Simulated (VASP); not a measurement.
## AgCl: one change and its effect

System: AgCl (F-43m, 2 atoms in the cell).
Method of run 1: DFT, PBEsol, plane waves, PAW (VASP 6.6.1).

The structure was built on a prototype by a generator. The geometry comes from this level: PBE. 

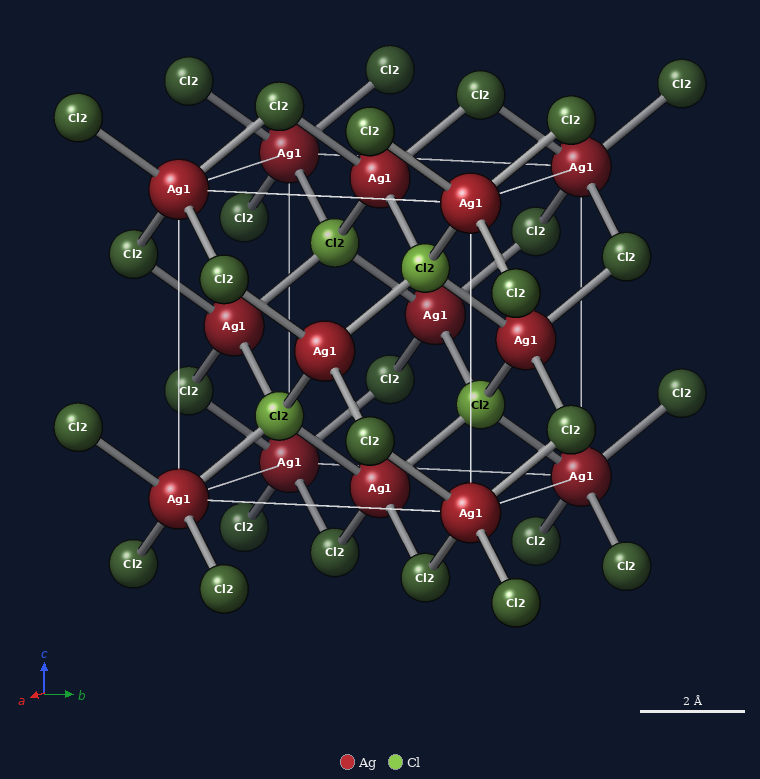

Figure 1. The structure as given in the input (ball-and-stick view of the cell 4 times as large as that of the calculation, set on its symmetry axes, seen slightly off an axis; neighbours outside the cell are drawn fainter; atoms are numbered from 1 in the order of the input). Near neighbours in the crystal (not all of them lie inside the picture): Ag has 4 Cl at 2.62 Å; Cl has 4 Ag at 2.62 Å.

**INCAR, run 1**
```
ENCUT = 600.000000
SIGMA = 0.020000
EDIFF = 1.00e-07
EDIFFG = -5.00e-03
GGA = PS
PREC = Accurate
IBRION = 2
ISIF = 3
ISMEAR = -1
NBANDS = 16
NELM = 120
NSW = 40
LASPH = .TRUE.
LCHARG = .FALSE.
LWAVE = .FALSE.
LREAL = .FALSE.
```

**KPOINTS, run 1**
```
KPOINTS created by Atomic Simulation Environment
0
Gamma
6 6 6
0 0 0
```

**POSCAR, run 1**
```
Ag Cl
 1.0000000000000000
     0.0000000000000000    3.0293613520081193    3.0293613520081193
     3.0293613520081193    0.0000000000000000    3.0293613520081193
     3.0293613520081193    3.0293613520081193    0.0000000000000000
 Ag  Cl
   1   1
Cartesian
  0.0000000000000000  0.0000000000000000  0.0000000000000000
  1.5146806760040596  1.5146806760040596  1.5146806760040596
```

Command:
```bash
mpirun -np 1 vasp_std
```

Hardware: 1 CPU thread, shared host.

**OSZICAR and lines of OUTCAR (run 1)**
```
N       E                     dE             d eps       ncg     rms          rms(c)
DAV:   1     0.111779356168E+03    0.11178E+03   -0.91849E+03   520   0.112E+03
DAV:   2    -0.145151355125E+01   -0.11323E+03   -0.10557E+03   624   0.233E+02
DAV:   3    -0.615300908066E+01   -0.47015E+01   -0.46909E+01   656   0.495E+01
DAV:   4    -0.619169874164E+01   -0.38690E-01   -0.38685E-01   648   0.489E+00
DAV:   5    -0.619228701587E+01   -0.58827E-03   -0.58827E-03   632   0.600E-01    0.646E+00
DAV:   6    -0.603001871558E+01    0.16227E+00   -0.30481E-01   672   0.739E+00    0.450E+00
DAV:   7    -0.602808340702E+01    0.19353E-02   -0.87322E-02   544   0.187E+00    0.211E+00
DAV:   8    -0.602700386083E+01    0.10795E-02   -0.50360E-03   672   0.710E-01    0.294E-01
DAV:   9    -0.602711385213E+01   -0.10999E-03   -0.59005E-04   600   0.317E-01    0.447E-02
DAV:  10    -0.602723281241E+01   -0.11896E-03   -0.15054E-04   624   0.811E-02    0.111E-02
DAV:  11    -0.602724100487E+01   -0.81925E-05   -0.70127E-06   664   0.175E-02    0.519E-03
DAV:  12    -0.602724130559E+01   -0.30071E-06   -0.40112E-07   608   0.437E-03    0.147E-03
DAV:  13    -0.602724135862E+01   -0.53033E-07   -0.18538E-07   600   0.266E-03
   1 F= -.60272414E+01 E0= -.60272414E+01  d E =-.602724E+01
       N       E                     dE             d eps       ncg     rms          rms(c)
DAV:   1    -0.602745874513E+01   -0.21744E-03   -0.32171E-03   520   0.546E-01    0.941E-02
DAV:   2    -0.602725913136E+01    0.19961E-03   -0.47534E-04   544   0.241E-01    0.311E-02
DAV:   3    -0.602724884086E+01    0.10290E-04   -0.27685E-05   632   0.364E-02    0.216E-02
DAV:   4    -0.602724916014E+01   -0.31928E-06   -0.13175E-06   600   0.835E-03    0.756E-03
DAV:   5    -0.602724981843E+01   -0.65829E-06   -0.19147E-07   592   0.661E-03    0.105E-03
DAV:   6    -0.602724986997E+01   -0.51542E-07   -0.85663E-08   336   0.317E-03
   2 F= -.60272499E+01 E0= -.60272499E+01  d E =-.851135E-05
[... from OUTCAR:]
   NELECT =      18.0000    total number of electrons
 E-fermi :   2.6143
  free  energy   TOTEN  =        -6.0272498700 eV
  energy  without entropy=       -6.0272498700  energy(sigma->0) =       -6.02724987
```

Run 2 used a changed input.

**The two runs side by side**

```tsv
quantity	run 1	run 2
outcome	converged	converged
free energy per atom (eV)	−3.0136	−3.3528
pressure (GPa)	−0.01	−0.02
volume per atom (Å³)	25.47	27.80
largest force (eV/Å)	0.000	0.000
SCF iterations	19	11
irreducible k-points	16	16
```

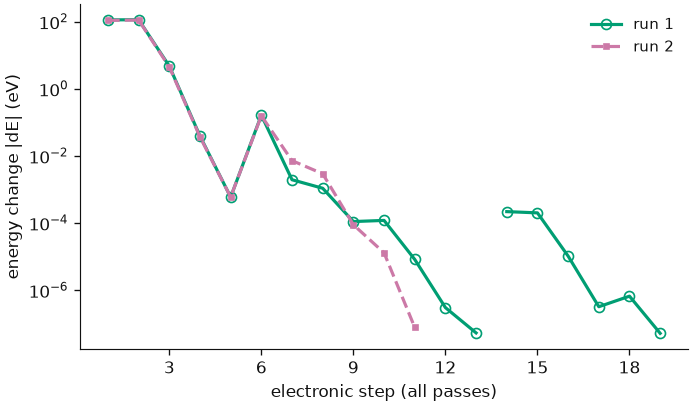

Figure 2. Convergence of the two runs: energy change |dE| against the electronic step. A break in a curve parts two SCF passes. Run 1 takes 19 steps in all, and run 2 takes 11.

Which change of the input explains these differences?

The change (lines with − go, lines with + come):
```diff
-GGA = PS
+GGA = CA
```

The total energies belong to different methods, so their difference says nothing on which is more stable or more accurate. The volume per atom goes from 25.47 to 27.80 Å³. The functional changes from PBEsol to LDA. The SCF takes 11 iterations against 19.

**OSZICAR and lines of OUTCAR (run 2)**
```
N       E                     dE             d eps       ncg     rms          rms(c)
DAV:   1     0.108088788474E+03    0.10809E+03   -0.91006E+03   512   0.112E+03
DAV:   2    -0.239762279558E+01   -0.11049E+03   -0.10267E+03   616   0.234E+02
DAV:   3    -0.683427542690E+01   -0.44367E+01   -0.44245E+01   680   0.481E+01
DAV:   4    -0.687079602744E+01   -0.36521E-01   -0.36518E-01   616   0.463E+00
DAV:   5    -0.687138554484E+01   -0.58952E-03   -0.58951E-03   672   0.584E-01    0.757E+00
DAV:   6    -0.671567636833E+01    0.15571E+00   -0.27137E-01   656   0.718E+00    0.526E+00
DAV:   7    -0.670848896042E+01    0.71874E-02   -0.79222E-02   608   0.183E+00    0.220E+00
DAV:   8    -0.670557668954E+01    0.29123E-02   -0.44019E-03   608   0.591E-01    0.243E-01
DAV:   9    -0.670548827552E+01    0.88414E-04   -0.40447E-04   616   0.266E-01    0.343E-02
DAV:  10    -0.670550115057E+01   -0.12875E-04   -0.26704E-05   656   0.447E-02    0.829E-03
DAV:  11    -0.670550122796E+01   -0.77384E-07   -0.87069E-07   624   0.821E-03
   1 F= -.67055012E+01 E0= -.67055012E+01  d E =-.670550E+01
[... from OUTCAR:]
   NELECT =      18.0000    total number of electrons
 E-fermi :   3.0651
  free  energy   TOTEN  =        -6.7055012280 eV
  energy  without entropy=       -6.7055012279  energy(sigma->0) =       -6.70550123
```

For both runs: The volume changed by more than 5 % on the plane waves of the start, so the result carries a basis error; a second relaxation from the end is advised.
